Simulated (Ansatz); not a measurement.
# Geometry relaxation of ZrSe2 (part 2 of 2)

ZrSe2 (slab, 3 atoms in the cell); DFT PBE+D3(BJ), scalar-relativistic, plane waves, PAW, no spin polarisation (Ansatz 0.2.0); cutoff 420 eV, 12×12×1 k-mesh, Gaussian smearing of 0.05 eV. The structure derives from an entry of the Crystallography Open Database. It belongs to a series of runs on one base structure; here: sheet relaxed with its cell in the plane.

## Log, continued
```
SCF iter   1: F=—  HF=-15126.873103 eV  |F-HF|=—  |Δ(HF+E_count)|=         —  Δρ=1.36e-4  dr2=1.88e-4  ethr=4.57e-7  p=0.000 e·Å  D=2.85e-7 V/Å  ΔV_dip=-0.00 eV  dr2_dipole=6.31e-12  V_vac-E_F(+/−)=5.35/5.35 eV  ⟨swp⟩=3.1  Hψ=2707  notcnv=0
efield: sawtooth ramp at fractional position 0.9800 (handed on by an earlier solve), width 0.0400; the density the first Hamiltonian is built on has a dipole p = 0.000 e·Å; the dipole correction subtracts the counter field D = 2.85e-7 V/Å, which shifts the + side's vacuum level by -0.00 eV against the − side's; the planar-averaged density in the ramp window peaks in size at 5.9e-6 e/Å³
preconditioner: auto → Resta (q_TF=auto, 2.032 Å⁻¹)  ε∞=2.4  [insulator: Δε(μ)=0.380 eV  Ē_g=7.829 eV  σ=0.050 eV  W_gap=1.00  n_scr=42 (ndim 8)  ℏωp=9.3 eV  f_vac=0.687  D(μ)=0.00/eV (n_scr^D=0)  ε∞_Penn≈2.4  vacuum switching on, ρ_ref=4.4e-3 e/Å³]
SCF iter   2: F=—  HF=-15126.873073 eV  |F-HF|=—  |Δ(HF+E_count)|=   3.04e-5  Δρ=9.65e-5  dr2=5.22e-5  ethr=4.27e-7  p=-0.000 e·Å  D=-3.51e-7 V/Å  ΔV_dip=0.00 eV  dr2_dipole=1.14e-11  V_vac-E_F(+/−)=5.34/5.34 eV  ⟨swp⟩=2.0  Hψ=627  notcnv=0
SCF iter   3: F=—  HF=-15126.873044 eV  |F-HF|=—  |Δ(HF+E_count)|=   2.83e-5  Δρ=4.11e-5  dr2=7.05e-6  ethr=1.19e-7  p=0.000 e·Å  D=2.32e-7 V/Å  ΔV_dip=-0.00 eV  dr2_dipole=4.02e-12  V_vac-E_F(+/−)=5.34/5.34 eV  ⟨swp⟩=2.0  Hψ=631  notcnv=0
SCF iter   4: F=—  HF=-15126.873106 eV  |F-HF|=—  |Δ(HF+E_count)|=   6.22e-5  Δρ=1.13e-5  dr2=5.25e-7  ethr=1.60e-8  p=-0.000 e·Å  D=-8.30e-7 V/Å  ΔV_dip=0.00 eV  dr2_dipole=6.11e-11  V_vac-E_F(+/−)=5.34/5.34 eV  ⟨swp⟩=2.0  Hψ=650  notcnv=0
SCF iter   5: F=-15126.873107 eV  HF=-15126.873107 eV  |F-HF|=4.80e-8  |Δ(HF+E_count)|=   1.07e-7  Δρ=2.58e-6  dr2=2.63e-8  ethr=8.93e-11  p=0.000 e·Å  D=2.19e-6 V/Å  ΔV_dip=-0.00 eV  dr2_dipole=3.87e-10  V_vac-E_F(+/−)=5.33/5.33 eV  ⟨swp⟩=4.6  Hψ=2408  notcnv=0
SCF 4 converged in 5 iterations: F = -15126.873107 eV  dr2 = 2.63e-8
relax step   4: F+E_penalty+E_count = -15126.87310662 eV  Δ(F+E_penalty+E_count) = -5.150e-4 eV  max|allowed force component| = 1.286e-2 eV/Å  Δτ_max = 0.0032 Å  P = -0.031 GPa  Ω = 257.797 Å³  energy of the carried Pulay correction = +1.720e-4 eV  fix = [c, alpha, beta]  reactions: c -0.028 GPa  (5 SCF iters, dr2 threshold 3.93e-8 eV, accepted)
Initial wavefunctions: pseudopotential atomic-orbital guess (no wavefunctions were taken with the density)
iter 1 solved again at ethr=6.65e-8 eV; its pass at ethr=3.10e-3 eV (dr2=2.93e-5 eV) is discarded
SCF iter   1: F=—  HF=-15126.872903 eV  |F-HF|=—  |Δ(HF+E_count)|=         —  Δρ=1.07e-5  dr2=6.07e-8  ethr=6.65e-8  p=0.000 e·Å  D=2.19e-6 V/Å  ΔV_dip=-0.00 eV  dr2_dipole=4.08e-10  V_vac-E_F(+/−)=5.33/5.33 eV  ⟨swp⟩=4.6  Hψ=4061  notcnv=0
efield: sawtooth ramp at fractional position 0.9800 (handed on by an earlier solve), width 0.0400; the density the first Hamiltonian is built on has a dipole p = 0.000 e·Å; the dipole correction subtracts the counter field D = 2.19e-6 V/Å, which shifts the + side's vacuum level by -0.00 eV against the − side's; the planar-averaged density in the ramp window peaks in size at 5.9e-6 e/Å³
preconditioner: auto → Resta (q_TF=auto, 2.032 Å⁻¹)  ε∞=2.4  [insulator: Δε(μ)=0.383 eV  Ē_g=7.832 eV  σ=0.050 eV  W_gap=1.00  n_scr=42 (ndim 8)  ℏωp=9.3 eV  f_vac=0.688  D(μ)=0.00/eV (n_scr^D=0)  ε∞_Penn≈2.4  vacuum switching on, ρ_ref=4.4e-3 e/Å³]
SCF iter   2: F=—  HF=-15126.872944 eV  |F-HF|=—  |Δ(HF+E_count)|=   4.05e-5  Δρ=5.58e-6  dr2=2.20e-8  ethr=1.38e-10  p=-0.000 e·Å  D=-2.92e-6 V/Å  ΔV_dip=0.00 eV  dr2_dipole=7.09e-10  V_vac-E_F(+/−)=5.33/5.33 eV  ⟨swp⟩=2.6  Hψ=971  notcnv=0
SCF iter   3: F=—  HF=-15126.872944 eV  |F-HF|=—  |Δ(HF+E_count)|=   4.34e-8  Δρ=1.72e-6  dr2=3.37e-8  ethr=5.01e-11  p=0.000 e·Å  D=1.03e-5 V/Å  ΔV_dip=-0.00 eV  dr2_dipole=8.62e-9  V_vac-E_F(+/−)=5.33/5.33 eV  ⟨swp⟩=2.0  Hψ=633  notcnv=0
SCF iter   4: F=—  HF=-15126.872944 eV  |F-HF|=—  |Δ(HF+E_count)|=  5.06e-10  Δρ=7.99e-7  dr2=3.13e-9  ethr=5.01e-11  p=-0.000 e·Å  D=-2.71e-6 V/Å  ΔV_dip=0.00 eV  dr2_dipole=5.90e-10  V_vac-E_F(+/−)=5.33/5.33 eV  ⟨swp⟩=2.0  Hψ=575  notcnv=0
SCF iter   5: F=—  HF=-15126.872944 eV  |F-HF|=—  |Δ(HF+E_count)|=   3.33e-9  Δρ=1.94e-7  dr2=1.80e-10  ethr=7.12e-12  p=-0.000 e·Å  D=-3.44e-7 V/Å  ΔV_dip=0.00 eV  dr2_dipole=1.24e-11  V_vac-E_F(+/−)=5.33/5.33 eV  ⟨swp⟩=2.0  Hψ=563  notcnv=0
SCF iter   6: F=—  HF=-15126.872944 eV  |F-HF|=—  |Δ(HF+E_count)|=   1.34e-9  Δρ=1.13e-7  dr2=1.07e-10  ethr=1.00e-12  p=0.000 e·Å  D=2.45e-8 V/Å  ΔV_dip=-0.00 eV  dr2_dipole=5.62e-15  V_vac-E_F(+/−)=5.33/5.33 eV  ⟨swp⟩=2.0  Hψ=636  notcnv=0
SCF iter   7: F=-15126.872944 eV  HF=-15126.872944 eV  |F-HF|=4.73e-11  |Δ(HF+E_count)|=  1.26e-10  Δρ=3.28e-8  dr2=1.50e-12  ethr=1.00e-12  p=0.000 e·Å  D=6.07e-8 V/Å  ΔV_dip=-0.00 eV  dr2_dipole=1.06e-13  V_vac-E_F(+/−)=5.33/5.33 eV  ⟨swp⟩=6.7  Hψ=2748  notcnv=0
SCF 5 converged in 7 iterations: F = -15126.872944 eV  dr2 = 1.50e-12
relax step   5: F+E_penalty+E_count = -15126.87294392 eV  Δ(F+E_penalty+E_count) = +1.627e-4 eV  max|allowed force component| = 1.273e-2 eV/Å  Δτ_max = 0.0000 Å  P = -0.032 GPa  Ω = 257.797 Å³  fix = [c, alpha, beta]  reactions: c -0.028 GPa  stress off target by 3.34e-2 GPa on what of the cell is left free  SCF on the basis re-selected at this cell (its energy is not comparable with the rows above)  (7 SCF iters)
```

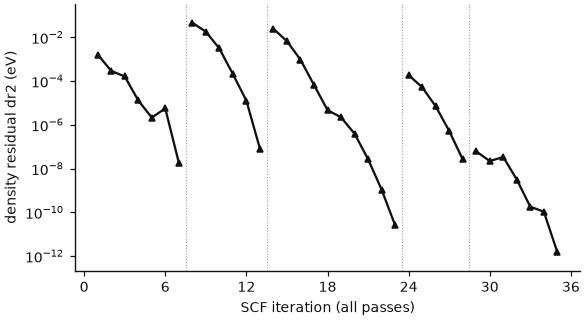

Convergence of the self-consistent field: density residual dr2 against the SCF iteration. The dotted lines part the SCF passes of the relaxation: geometry steps, rejected trials and re-solves on a re-selected basis. The 5 passes take 5 to 10 iterations each, 35 in all.

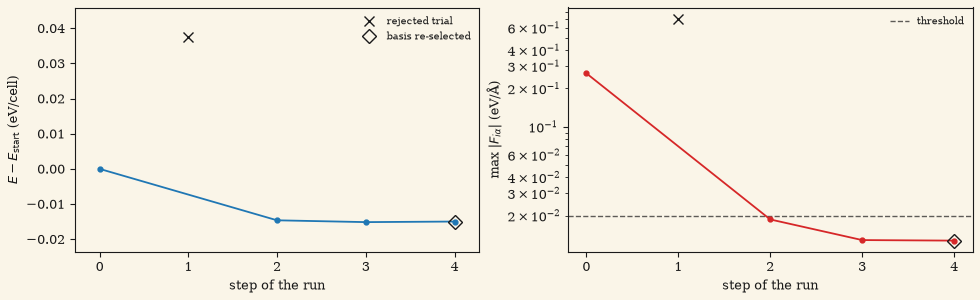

Progress of the relaxation, step by step (the first geometry is step 0 here and step 1 in the log).

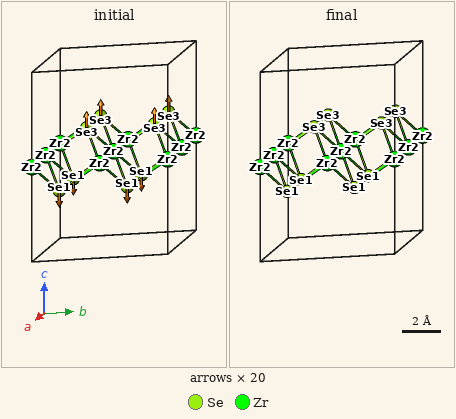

Before (left) and after (right) the relaxation, at one scale (ball-and-stick view of the 2 × 2 repeat of the cell, with the vacuum cut short, seen slightly off an axis). The orange arrows give the displacements (without the part carried along by the change of the cell), magnified 20 times. The energy falls by 15.1 meV per cell of the calculation in 3 geometry steps. The largest force component goes from 0.26 to 0.013 eV/Å. The line search rejected the trial step at point 1 (counted from 0) and went back. The largest moves relative to the cell, 0.046 Å, are those of Se1 and Se3. Zr stays in place. In the plane the drawn cell goes a 7.596 → 7.513 Å (−1.1 %), b 7.596 → 7.513 Å (−1.1 %). Distances before and after: Se1–Zr2 2.684 → 2.692 Å. A last SCF at the same geometry on a re-selected plane-wave basis shifts the energy by +0.2 meV per cell of the calculation. (Atoms are counted from 1 in the order of the input.)

```
basis re-selected at this cell: Δ(F+E_penalty+E_count) = +1.627e-4 eV, ΔP = -0.000 GPa vs the last step (what re-selecting the basis moved, of the pressure what is left beyond the Pulay correction that the steps carried, after the strain that the cell walked since its last selection, with what the two solves' SCF thresholds leave and, on support functions, any second-order correction that the steps lacked; it is no measure of the basis error at this ecutwfc). This SCF's stress stands 3.34e-2 GPa from its target on what of the cell is left free (relax.cell.stress_tol is 5.00e-2 GPa) and its largest allowed force component is 1.27e-2 eV/Å (relax.f_tol is 2.00e-2 eV/Å): within both
SCF converged after 7 iterations
Free energy (F): -15126.872944 eV
Harris-Foulkes:  -15126.872944 eV  (|F-HF|=4.73e-11)
Internal energy: -15126.872944 eV  (E = F + TS)
E sigma→0 (E₀):  -15126.872944 eV
Fermi energy:    -1.069268 eV
Dipole field:    D = -0.000000 V/Å  (p = -0.000000 e·Å, saw-weighted, corrected)
Work function:   Φ+ = 5.3334 eV   Φ− = 5.3334 eV
Levels:          The Fermi level and band energies are counted from a zero that moves with the ramp; work functions are not
--- Per-component energies (eV) ---
  E_band       = -1334.669546
  E_kinetic    = 570.106485
  E_local      = -34891.671740  (includes V_loc(G=0)·N_el)
  E_nonlocal   = -1114.133612
  E_hartree    = 17064.872168
  E_xc         = -371.057286
  E_vxc        = -388.431146  (∫ρ·V_xc dr)
  E_paw        = -6775.248987  (= ΣΔE_a)
  E_vpaw       = 359.717392  (= ΣTr[D̂ρ^β])
  E_aug_tail   = -0.001163  (compensation charges beyond the density's cutoff)
  E_efield     = 0.000000  (sawtooth field / dipole correction)
  E_vefield    = 0.000000  (∫n·V_field dr)
  E_ewald      = 10391.079951
  E_disp       = -0.818760  (pairwise vdW)
  E_smearing   = -0.000000  (= −TS)
  E_closure    = -0.000000  (closes the sum)
  Σ components = -15126.872944   (vs F -15126.872944, Δ=0.00e0)
--- Forces (eV/Å), atoms counted from 1 ---
  atom   1  Se     0.00000000     0.00000000     0.01273021
  atom   2  Zr     0.00000000    -0.00000000    -0.00000175
  atom   3  Se     0.00000000    -0.00000000    -0.01272828
  max |Σ_I F_I| component: 1.87e-7 eV/Å
--- Stress (GPa, compression-positive) ---
       -0.033365       0.000000       0.000000
        0.000000      -0.033365       0.000000
        0.000000       0.000000      -0.028340
  P = ⅓ Tr σ = -0.0317 GPa (-0.317 kbar)
--- Band table (eV; the first three rows and the last of 19) ---
  k-point 0: bands = ["-50.7021", "-48.1205", "-48.1205", "-48.1203", "-48.1203", "-48.1139", "-48.1139", "-48.1136", "-48.1136", "-48.1130", "-48.1129", "-28.7483", "-28.6339", "-28.6339", "-14.2942", "-13.4129", "-5.4173", "-3.7620", "-3.7620", "-2.5042", "-1.2593", "-1.2593", "-0.1569", "-0.1569", "0.3614", "3.2133", "3.2133"]
  k-point 1: bands = ["-50.7014", "-48.1205", "-48.1204", "-48.1203", "-48.1203", "-48.1139", "-48.1138", "-48.1136", "-48.1136", "-48.1130", "-48.1128", "-28.7451", "-28.6476", "-28.6369", "-14.2313", "-13.4091", "-5.3274", "-3.9877", "-3.7281", "-2.3014", "-1.8583", "-1.5235", "-0.0891", "0.1304", "0.5306", "2.7661", "3.1628"]
  k-point 2: bands = ["-50.6993", "-48.1205", "-48.1204", "-48.1203", "-48.1198", "-48.1139", "-48.1138", "-48.1137", "-48.1135", "-48.1129", "-48.1128", "-28.7364", "-28.6844", "-28.6448", "-14.0556", "-13.3976", "-5.0798", "-4.3610", "-3.6511", "-2.9003", "-2.0634", "-1.9379", "-0.2243", "0.5989", "0.8658", "2.3253", "3.0953"]
  k-point 18: bands = ["-50.6892", "-48.1204", "-48.1203", "-48.1203", "-48.1173", "-48.1136", "-48.1136", "-48.1136", "-48.1134", "-48.1125", "-48.1125", "-28.7705", "-28.7705", "-28.6937", "-13.2121", "-13.2121", "-4.7824", "-4.7824", "-4.7559", "-3.4587", "-3.4587", "-3.3165", "0.6430", "1.1473", "1.1473", "3.1614", "3.1614"]
--- Relaxed structure (4 steps of the walk, 3 accepted, 1 SCFs on fresh bases) ---
  F+E_penalty+E_count = -15126.87294392 eV   max|allowed force component| = 1.273e-2 eV/Å   (the final SCF, on the basis selected at the relaxed cell)
  cell:  # Å, volume = 257.7965 Å³
    - [3.7564115473591615, -1.539010053817121e-18, -5.6523747211596465e-81]
    - [-1.8782057736795807, 3.253147827082246, -1.7064803667908818e-81]
    - [-3.13961448623076e-80, -2.9071579675042127e-80, 21.0960000173]
  atoms:
    - { symbol: Se, position: [0.6666666666666665, 0.3333333333333332, 0.4244291486955231] }
    - { symbol: Zr, position: [2.01958008586338e-24, 2.0331181988933055e-35, 0.500000003274956] }
    - { symbol: Se, position: [0.3333333333333332, 0.6666666666666664, 0.5755708480295209] }
```

## Trajectory as extended XYZ (Å, eV, eV/Å), 5 frames, from step=1 to step=5
```
3
Lattice="3.7980 0.0000 0.0000 -1.8990 3.2892 0.0000 0.0000 0.0000 21.0960" Properties=species:S:1:pos:R:3:forces:R:3 step=1 energy=-15126.85796 pressure_GPa=0.07
Se    1.8990    1.0964    9.0000    0.0000   0.0000  -0.2634
Zr    0.0000    0.0000   10.5480    0.0000   0.0000   0.0000
Se    0.0000    2.1928   12.0960    0.0000   0.0000   0.2633
3
Lattice="3.7352 0.0000 0.0000 -1.8676 3.2348 0.0000 0.0000 0.0000 21.0960" Properties=species:S:1:pos:R:3:forces:R:3 step=2 energy=-15126.82047 pressure_GPa=-0.83 accepted=F
Se    1.8676    1.0783    8.8746    0.0000   0.0000   0.7085
Zr    0.0000    0.0000   10.5480    0.0000   0.0000  -0.0001
Se    0.0000    2.1565   12.2214    0.0000   0.0000  -0.7083
3
Lattice="3.7649 0.0000 0.0000 -1.8825 3.2605 0.0000 0.0000 0.0000 21.0960" Properties=species:S:1:pos:R:3:forces:R:3 step=3 energy=-15126.87259 pressure_GPa=-0.10
Se    1.8825    1.0868    8.9570    0.0000   0.0000   0.0187
Zr    0.0000    0.0000   10.5480    0.0000   0.0000   0.0000
Se    0.0000    2.1737   12.1390    0.0000   0.0000  -0.0187
3
Lattice="3.7564 0.0000 0.0000 -1.8782 3.2531 0.0000 0.0000 0.0000 21.0960" Properties=species:S:1:pos:R:3:forces:R:3 step=4 energy=-15126.87311 pressure_GPa=-0.03
Se    1.8782    1.0844    8.9538    0.0000   0.0000   0.0129
Zr    0.0000    0.0000   10.5480    0.0000   0.0000   0.0000
Se    0.0000    2.1688   12.1422    0.0000   0.0000  -0.0128
3
Lattice="3.7564 0.0000 0.0000 -1.8782 3.2531 0.0000 0.0000 0.0000 21.0960" Properties=species:S:1:pos:R:3:forces:R:3 step=5 energy=-15126.87294 pressure_GPa=-0.03
Se    1.8782    1.0844    8.9538    0.0000   0.0000   0.0127
Zr    0.0000    0.0000   10.5480    0.0000   0.0000   0.0000
Se    0.0000    2.1688   12.1422    0.0000   0.0000  -0.0127
```

The run was set up as follows.

## Input
```yaml
crystal:
  lattice:
    - [3.79799806, 0.0, 0.0]
    - [-1.89899903, 3.2891628, 0.0]
    - [0.0, 0.0, 21.0960000173]
  atoms:
    - { symbol: Se, position: [0.66666667, 0.33333333, 0.4266211601] }
    - { symbol: Zr, position: [0.0, 0.0, 0.5] }
    - { symbol: Se, position: [0.33333333, 0.66666667, 0.5733788399] }
basis:
  ecutwfc: 420
  fft_grid_basis: typed
kpoints:
  mp_grid: { grid: [12, 12, 1] }
hamiltonian:
  xc: pbe
  dispersion: d3bj
scf:
  occupations: { method: gaussian, width: 0.05 }
output:
  forces: true
  eigenvalues: true
  stress: true
efield:
  axis: 3
  dipole_correction: true
  ramp_width: 0.04
relax:
  adjacent_minimum: "off"
  f_tol: 0.02
  max_steps: 60
  cell: { fix: [c, alpha, beta], stress_tol: 0.05 }
```

Command:
```bash
ansatz run input.yaml --threads 4 --pin off --max-ram 5898MiB --backend cpu --events-out ev --progress --plain --runs-dir out
```

## Summary

| quantity | value |
| --- | --- |
| outcome | converged |
| electrons treated | 44 |
| free energy | −15126.8729 eV |
| work function, top face | 5.33 eV |
| work function, bottom face | 5.33 eV |
| Fermi energy | −1.069 eV |
| gap on the k-point mesh | 0.38 eV |
| final volume | 257.80 Å³ |
| work function (upper face) | 5.33 eV |
| largest force (length of the vector) at the end | 0.013 eV/Å |
| hardware | 4 threads of Arm Neoverse N1, 24 GiB of memory available, shared host |
| wall time | 30 s (CPU time 1.9 min) |
| peak memory | 0.61 GiB |
